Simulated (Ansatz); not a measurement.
**Single-point calculation, with input and output: Ti2O3 (part 1 of 2)**

System: Ti2O3 (R-3c, 10 atoms in the cell).
Method: DFT r2SCAN+U, scalar-relativistic, plane waves, PAW, Ueff = 4 eV on Ti d, spin-polarised (Ansatz 0.2.0).

The structure derives from an entry of the Crystallography Open Database. Figures and captions count atoms from 1; the log counts them from 0 in places.

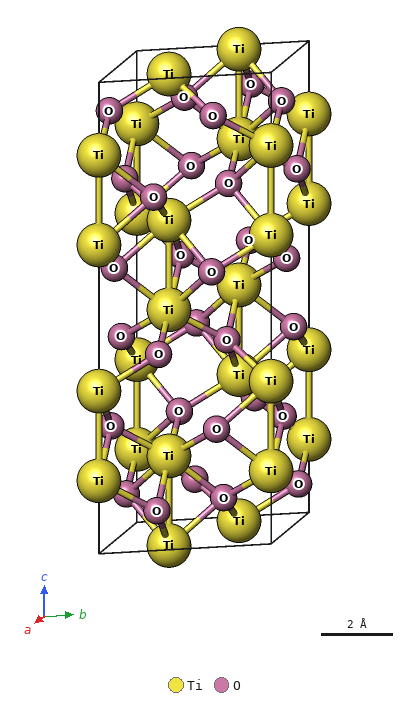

The structure (ball-and-stick view of the cell 3 times as large as that of the calculation, set on its symmetry axes, seen slightly off an axis). An atom can appear more than once, as a periodic image. Near neighbours in the periodic cell (some may lie outside the picture): Ti has 6 O at 2.01 to 2.08 Å and 1 Ti at 2.59 Å; O has 4 Ti at 2.01 to 2.08 Å.

Input file:
```yaml
crystal:
  lattice:
    - [2.5745011249, 1.4863889175, 4.54733]
    - [-2.5745011249, 1.4863889175, 4.54733]
    - [0.0, -2.972777835, 4.54733]
  atoms:
    - { symbol: Ti, position: [0.845, 0.845, 0.845], spin: 1.0 }
    - { symbol: Ti, position: [0.655, 0.655, 0.655], spin: 1.0 }
    - { symbol: Ti, position: [0.155, 0.155, 0.155], spin: 1.0 }
    - { symbol: Ti, position: [0.345, 0.345, 0.345], spin: 1.0 }
    - { symbol: O, position: [0.067, 0.433, 0.75] }
    - { symbol: O, position: [0.75, 0.067, 0.433] }
    - { symbol: O, position: [0.433, 0.75, 0.067] }
    - { symbol: O, position: [0.933, 0.567, 0.25] }
    - { symbol: O, position: [0.25, 0.933, 0.567] }
    - { symbol: O, position: [0.567, 0.25, 0.933] }
basis:
  ecutwfc: 500
kpoints:
  mp_grid: { grid: [6, 6, 6] }
hamiltonian:
  xc: r2scan
  hubbard: { sites: [{ species: Ti, l: d, u_eff: 4.0 }] }
scf:
  occupations: { method: gaussian, width: 0.1 }
  lower_state_search: "off"
output:
  forces: true
  stress: true
  eigenvalues: true
  populations: true
magnetization:
  spin_polarized: true
```

Run on 2 threads of Arm Neoverse V1, 24 GiB of memory available, shared host.

Command:
```bash
ansatz run input.yaml --threads 2 --pin off --max-ram 5120MiB --backend cpu --events-out ev --progress --plain --runs-dir out
```

What the program printed:
```
Ti: projections on atomic orbitals take those of the free atom [Ne] 3s2 3p6 3d2 4s2, of charge +0.00 (hamiltonian.pseudopotentials.projection_atoms); the dataset's partial waves leave at most 4.1e-7 of an orbital's norm unspanned inside its sphere
O: projections on atomic orbitals take those of the free atom [He] 2s2 2p4, of charge +0.00 (hamiltonian.pseudopotentials.projection_atoms); the dataset's partial waves leave at most 1.9e-8 of an orbital's norm unspanned inside its sphere
Engine: ansatz 0.2.0, aarch64-unknown-linux-gnu
Pseudopotentials: kind: paw
Pseudopotential: Ti, paw, valence charge 12, recommended cutoff 500 eV (meta_gga), Ti.paw.azcp
Pseudopotential: O, paw, valence charge 6, recommended cutoff 500 eV (meta_gga), O.paw.azcp
Functional definition: r2SCAN
  parameter k0 = 0.174
  parameter k1 = 0.065
  parameter a1 = 4.9479
  exchange = r2scan_x(k0 = k0, k1 = k1, a1 = a1)
  correlation = r2scan_c
Crystal: 10 atoms, lattice volume = 104.408 Å³
Basis set: ecut = 500 eV, 2645 PW (Γ), exchange–correlation on 160×160×160 points (64 copies of the dense FFT grid, shifted against one another)
Bands: 54, of which v1, the nominal top of the filled ones, is band 42 counted from 1 (41 counted from 0)
Symmetry: 12 space group operations
Space group: R-3c (ITA 167), of the structure as read, at distance tolerance 4.7e-5 Å
Magnetic group: BNS 167.103 (UNI 1333), of the structure as read, at distance tolerance 4.7e-5 Å
k-points: 32 of 216
Non-local potential: Ti, projectors of the file, l = 0: 3, l = 1: 2, l = 2: 3, l = 3: 1
Non-local potential: O, projectors of the file, l = 0: 2, l = 1: 2, l = 2: 1
PAW form: soft (Blöchl's): semilocal exchange-correlation on the pseudo side does not see the compensation charge
PAW frozen core: Ti, regenerated for the run's functional (the file was generated under x = pbe(κ = 0.804, μ = 0.2195149727645171), c = pbe(β = 0.06672455060314922))
PAW frozen core: O, regenerated for the run's functional (the file was generated under x = pbe(κ = 0.804, μ = 0.2195149727645171), c = pbe(β = 0.06672455060314922))
PAW one-centre angular grid: Ti, 590 points (default); XC on 160 Gauss nodes
PAW one-centre angular grid: O, 302 points (default); XC on 160 Gauss nodes
Initial density: superposition of atomic densities (chi_scale 0.1, normalization cell, long waves kept (reshape's long-wave potential 0.00 eV rms))
Starting moments: Σ|m| = 4 μB on 4 of 10 sites
Initial wavefunctions: pseudopotential atomic-orbital guess
Functional: x = r2scan, c = r2scan; τ floored in thin density (d = 2e-4 eV/Å³)
SCF iter   1: F=-13430.116458 eV  HF=-13429.603042 eV  |F-HF|=5.13e-1  |Δ(HF+E_count)|=         —  Δρ=3.55e-2 (↑2.74e-2 ↓3.55e-2)  dr2=3.66e0  dr2_τ=2.37e-1  dr2_m=1.83e-1  M=4.000 μB ∫|m|=4.481 μB  β_m=0.30  ethr=3.10e-3  ⟨swp⟩=5.3  Hψ=13422  notcnv=0
preconditioner: auto → Kerker (q_TF=auto, 2.631 Å⁻¹)  [metal: Δε(μ)=0.012 eV  Ē_g=11.408 eV  σ=0.100 eV  W_gap=0.07  n_scr=26 (ndim 8)  ℏωp=26.2 eV  f_vac=0.000  D(μ)=4.06/eV (n_scr^D=26)]
spin=Collinear: Kerker preconditioning applied to the charge; magnetization (m = ρ↑ − ρ↓) channel mixes plain (no charge-response kernel on spin).
SCF iter   2: F=-13430.839811 eV  HF=-13430.506462 eV  |F-HF|=3.33e-1  |Δ(HF+E_count)|=   9.03e-1  Δρ=2.58e-2 (↑2.17e-2 ↓2.58e-2)  dr2=2.03e0  dr2_τ=2.64e-2  dr2_m=1.06e-1  M=4.000 μB ∫|m|=4.494 μB  β_m=0.30  ethr=3.10e-3  ⟨swp⟩=2.0  Hψ=4755  notcnv=0  defer=238  κ⁻¹=1.0e0(r=1)
SCF iter   3: F=-13431.252455 eV  HF=-13431.049262 eV  |F-HF|=2.03e-1  |Δ(HF+E_count)|=   5.43e-1  Δρ=1.51e-2 (↑1.51e-2 ↓1.38e-2)  dr2=5.21e-1  dr2_τ=1.65e-2  dr2_m=6.65e-2  M=4.000 μB ∫|m|=4.567 μB  β_m=1.00  ethr=2.42e-3  ⟨swp⟩=2.0  Hψ=5668  notcnv=0  defer=238  κ⁻¹=7.4e-3(r=2)
SCF iter   4: F=-13431.386659 eV  HF=-13431.320956 eV  |F-HF|=6.57e-2  |Δ(HF+E_count)|=   2.72e-1  Δρ=6.34e-3 (↑6.34e-3 ↓5.30e-3)  dr2=1.12e-1  dr2_τ=3.53e-3  dr2_m=5.36e-3  M=4.000 μB ∫|m|=4.610 μB  β_m=0.30  ethr=6.20e-4  ⟨swp⟩=2.2  Hψ=6627  notcnv=0  defer=238  κ⁻¹=1.4e-3(r=3)
SCF iter   5: F=-13431.439233 eV  HF=-13431.363770 eV  |F-HF|=7.55e-2  |Δ(HF+E_count)|=   4.28e-2  Δρ=5.00e-3 (↑5.00e-3 ↓3.55e-3)  dr2=5.47e-2  dr2_τ=1.76e-3  dr2_m=3.84e-3  M=4.000 μB ∫|m|=4.636 μB  β_m=1.00  ethr=1.33e-4  ⟨swp⟩=2.0  Hψ=5716  notcnv=0  defer=270  κ⁻¹=8.7e-4(r=4)
SCF iter   6: F=-13431.483498 eV  HF=-13431.423572 eV  |F-HF|=5.99e-2  |Δ(HF+E_count)|=   5.98e-2  Δρ=2.14e-3 (↑2.14e-3 ↓1.22e-3)  dr2=6.72e-3  dr2_τ=2.90e-4  dr2_m=9.99e-4  M=4.000 μB ∫|m|=4.643 μB  β_m=0.30  ethr=6.51e-5  ⟨swp⟩=2.4  Hψ=6239  notcnv=0  defer=266  κ⁻¹=1.1e-4(r=5)
SCF iter   7: F=-13431.510624 eV  HF=-13431.458991 eV  |F-HF|=5.16e-2  |Δ(HF+E_count)|=   3.54e-2  Δρ=2.18e-3 (↑2.18e-3 ↓9.64e-4)  dr2=1.51e-3  dr2_τ=7.27e-5  dr2_m=2.04e-3  M=4.000 μB ∫|m|=4.633 μB  β_m=1.20  ethr=8.00e-6  ⟨swp⟩=2.2  Hψ=6072  notcnv=0  defer=267
Mixer restart at iter 7: flushing history
spin-set hold released at iteration 7 (site moments contracting): the magnetisation degrees of freedom join the quasi-Newton model from the next iteration; the mixer history was flushed
SCF iter   8: F=-13431.565071 eV  HF=-13431.493984 eV  |F-HF|=7.11e-2  |Δ(HF+E_count)|=   3.50e-2  Δρ=3.24e-3 (↑3.24e-3 ↓6.78e-4)  dr2=4.81e-3  dr2_τ=1.80e-4  dr2_m=1.72e-3  M=4.000 μB ∫|m|=4.630 μB  β_m=1.20  ethr=1.80e-6  ⟨swp⟩=2.0  Hψ=6137  notcnv=0  defer=267  κ⁻¹=1.0e0(r=1)
SCF iter   9: F=-13431.498106 eV  HF=-13431.450412 eV  |F-HF|=4.77e-2  |Δ(HF+E_count)|=   4.36e-2  Δρ=1.81e-3 (↑1.81e-3 ↓6.92e-4)  dr2=1.39e-3  dr2_τ=1.22e-4  dr2_m=1.17e-3  M=4.000 μB ∫|m|=4.640 μB  β_m=1.20  ethr=1.80e-6  ⟨swp⟩=2.1  Hψ=6269  notcnv=0  defer=263  κ⁻¹=1.4e-2(r=2)
SCF iter  10: F=-13431.441667 eV  HF=-13431.403867 eV  |F-HF|=3.78e-2  |Δ(HF+E_count)|=   4.65e-2  Δρ=2.18e-3 (↑2.18e-3 ↓8.55e-4)  dr2=2.07e-3  dr2_τ=1.44e-4  dr2_m=1.65e-3  M=4.000 μB ∫|m|=4.665 μB  β_m=1.20  ethr=1.66e-6  ⟨swp⟩=2.3  Hψ=6608  notcnv=0  defer=261  κ⁻¹=1.3e-2(r=3)
SCF iter  11: F=-13431.335384 eV  HF=-13431.304338 eV  |F-HF|=3.10e-2  |Δ(HF+E_count)|=   9.95e-2  Δρ=3.02e-3 (↑3.02e-3 ↓1.14e-3)  dr2=6.64e-3  dr2_τ=2.22e-4  dr2_m=1.96e-3  M=4.000 μB ∫|m|=4.735 μB  β_m=1.20  ethr=1.66e-6  ⟨swp⟩=3.3  Hψ=7447  notcnv=0  defer=268  κ⁻¹=1.3e-2(r=4)
SCF iter  12: F=-13431.344517 eV  HF=-13431.311542 eV  |F-HF|=3.30e-2  |Δ(HF+E_count)|=   7.20e-3  Δρ=3.12e-3 (↑3.12e-3 ↓1.12e-3)  dr2=6.57e-3  dr2_τ=2.38e-4  dr2_m=2.16e-3  M=4.000 μB ∫|m|=4.727 μB  β_m=1.20  ethr=1.66e-6  ⟨swp⟩=1.2  Hψ=3922  notcnv=0  defer=270  κ⁻¹=1.2e-3(r=5)
SCF iter  13: F=-13431.321847 eV  HF=-13431.302961 eV  |F-HF|=1.89e-2  |Δ(HF+E_count)|=   8.58e-3  Δρ=2.25e-3 (↑2.25e-3 ↓9.42e-4)  dr2=2.46e-3  dr2_τ=1.52e-4  dr2_m=1.26e-3  M=4.000 μB ∫|m|=4.756 μB  β_m=1.20  ethr=1.66e-6  ⟨swp⟩=2.9  Hψ=6970  notcnv=0  defer=270  κ⁻¹=5.7e-4(r=6)
SCF iter  14: F=-13431.273279 eV  HF=-13431.270483 eV  |F-HF|=2.80e-3  |Δ(HF+E_count)|=   3.25e-2  Δρ=1.66e-3 (↑1.66e-3 ↓6.76e-4)  dr2=2.72e-3  dr2_τ=5.10e-5  dr2_m=5.00e-4  M=4.000 μB ∫|m|=4.839 μB  β_m=1.20  ethr=1.66e-6  ⟨swp⟩=3.3  Hψ=7508  notcnv=0  defer=275  κ⁻¹=2.4e-4(r=7)
SCF iter  15: F=-13431.283643 eV  HF=-13431.280870 eV  |F-HF|=2.77e-3  |Δ(HF+E_count)|=   1.04e-2  Δρ=1.32e-3 (↑1.32e-3 ↓3.96e-4)  dr2=1.23e-3  dr2_τ=3.24e-5  dr2_m=4.08e-4  M=4.000 μB ∫|m|=4.803 μB  β_m=1.20  ethr=1.66e-6  ⟨swp⟩=2.3  Hψ=6544  notcnv=0  defer=277  κ⁻¹=9.5e-5(r=8)
SCF iter  16: F=-13431.277275 eV  HF=-13431.276175 eV  |F-HF|=1.10e-3  |Δ(HF+E_count)|=   4.70e-3  Δρ=7.01e-4 (↑7.01e-4 ↓2.81e-4)  dr2=3.35e-4  dr2_τ=6.58e-6  dr2_m=8.35e-5  M=4.000 μB ∫|m|=4.850 μB  β_m=1.20  ethr=1.47e-6  ⟨swp⟩=2.6  Hψ=6931  notcnv=0  defer=278  κ⁻¹=1.1e-4(r=8)
SCF iter  17: F=-13431.277939 eV  HF=-13431.277245 eV  |F-HF|=6.95e-4  |Δ(HF+E_count)|=   1.07e-3  Δρ=4.99e-4 (↑4.99e-4 ↓2.59e-4)  dr2=1.41e-4  dr2_τ=4.17e-6  dr2_m=3.12e-5  M=4.000 μB ∫|m|=4.847 μB  β_m=1.20  ethr=3.99e-7  ⟨swp⟩=2.1  Hψ=5979  notcnv=0  defer=284  κ⁻¹=1.2e-4(r=8)
SCF iter  18: F=-13431.277121 eV  HF=-13431.276896 eV  |F-HF|=2.25e-4  |Δ(HF+E_count)|=   3.49e-4  Δρ=2.62e-4 (↑2.62e-4 ↓1.71e-4)  dr2=4.59e-5  dr2_τ=1.23e-6  dr2_m=5.47e-6  M=4.000 μB ∫|m|=4.834 μB  β_m=1.20  ethr=1.67e-7  ⟨swp⟩=2.5  Hψ=6609  notcnv=0  defer=289  κ⁻¹=1.3e-4(r=8)
SCF iter  19: F=-13431.277329 eV  HF=-13431.277243 eV  |F-HF|=8.65e-5  |Δ(HF+E_count)|=   3.47e-4  Δρ=1.85e-4 (↑1.85e-4 ↓1.30e-4)  dr2=3.28e-5  dr2_τ=6.48e-7  dr2_m=3.18e-6  M=4.000 μB ∫|m|=4.828 μB  β_m=1.20  ethr=5.46e-8  ⟨swp⟩=2.9  Hψ=6895  notcnv=0  defer=339  κ⁻¹=1.0e-4(r=8)
SCF iter  20: F=-13431.277420 eV  HF=-13431.277356 eV  |F-HF|=6.44e-5  |Δ(HF+E_count)|=   1.13e-4  Δρ=1.58e-4 (↑1.58e-4 ↓8.44e-5)  dr2=1.67e-5  dr2_τ=4.99e-7  dr2_m=4.59e-6  M=4.000 μB ∫|m|=4.836 μB  β_m=1.20  ethr=3.91e-8  ⟨swp⟩=2.8  Hψ=6439  notcnv=0  defer=339  κ⁻¹=1.7e-4(r=8)
SCF iter  21: F=-13431.277383 eV  HF=-13431.277376 eV  |F-HF|=6.98e-6  |Δ(HF+E_count)|=   2.01e-5  Δρ=6.49e-5 (↑6.49e-5 ↓3.71e-5)  dr2=3.37e-6  dr2_τ=1.18e-7  dr2_m=8.69e-7  M=4.000 μB ∫|m|=4.834 μB  β_m=1.20  ethr=1.99e-8  ⟨swp⟩=2.4  Hψ=6554  notcnv=0  defer=337  κ⁻¹=1.4e-4(r=8)
SCF iter  22: F=-13431.277386 eV  HF=-13431.277384 eV  |F-HF|=2.64e-6  |Δ(HF+E_count)|=   7.70e-6  Δρ=3.75e-5 (↑3.75e-5 ↓2.96e-5)  dr2=1.89e-6  dr2_τ=3.02e-8  dr2_m=8.76e-8  M=4.000 μB ∫|m|=4.834 μB  β_m=1.20  ethr=4.01e-9  ⟨swp⟩=2.3  Hψ=5860  notcnv=0  defer=337  κ⁻¹=6.2e-5(r=8)
SCF iter  23: F=-13431.277392 eV  HF=-13431.277390 eV  |F-HF|=1.19e-6  |Δ(HF+E_count)|=   6.70e-6  Δρ=2.49e-5 (↑2.49e-5 ↓1.94e-5)  dr2=6.98e-7  dr2_τ=1.23e-8  dr2_m=4.90e-8  M=4.000 μB ∫|m|=4.834 μB  β_m=1.20  ethr=2.25e-9  ⟨swp⟩=2.1  Hψ=5652  notcnv=0  defer=337  κ⁻¹=6.1e-5(r=8)
SCF iter  24: F=-13431.277392 eV  HF=-13431.277391 eV  |F-HF|=4.81e-7  |Δ(HF+E_count)|=   7.99e-7  Δρ=1.79e-5 (↑1.79e-5 ↓9.99e-6)  dr2=2.03e-7  dr2_τ=9.23e-9  dr2_m=6.55e-8  M=4.000 μB ∫|m|=4.834 μB  β_m=1.20  ethr=8.31e-10  ⟨swp⟩=2.5  Hψ=5944  notcnv=0  defer=337  κ⁻¹=2.0e-4(r=8)
SCF iter  25: F=-13431.277390 eV  HF=-13431.277390 eV  |F-HF|=1.11e-7  |Δ(HF+E_count)|=   1.34e-6  Δρ=9.22e-6 (↑9.22e-6 ↓7.24e-6)  dr2=1.10e-7  dr2_τ=2.73e-9  dr2_m=4.36e-9  M=4.000 μB ∫|m|=4.834 μB  β_m=1.20  ethr=1.19e-10  ⟨swp⟩=11.7  Hψ=15147  notcnv=0  κ⁻¹=6.5e-5(r=8)
SCF iter  26: F=-13431.277390 eV  HF=-13431.277390 eV  |F-HF|=1.84e-8  |Δ(HF+E_count)|=   1.94e-7  Δρ=3.52e-6 (↑3.52e-6 ↓3.41e-6)  dr2=2.58e-8  dr2_τ=6.21e-10  dr2_m=6.20e-10  M=4.000 μB ∫|m|=4.834 μB  ethr=1.19e-10  ⟨swp⟩=5.0  Hψ=12272  notcnv=0
the SCF closed 275.29 meV above the free energy of iteration 8 of the SCF that came to this state, or of a state that it met there and left: the closed state is not the lowest of this functional
SCF 1 converged in 26 iterations: F = -13431.277390 eV  dr2 = 2.58e-8
  greatest PAW one-centre occupation: 1.002 electrons in one spin orbital (limit 2), on the Ti atom at site 2 (counted from 0), in its partial waves of l = 1
```
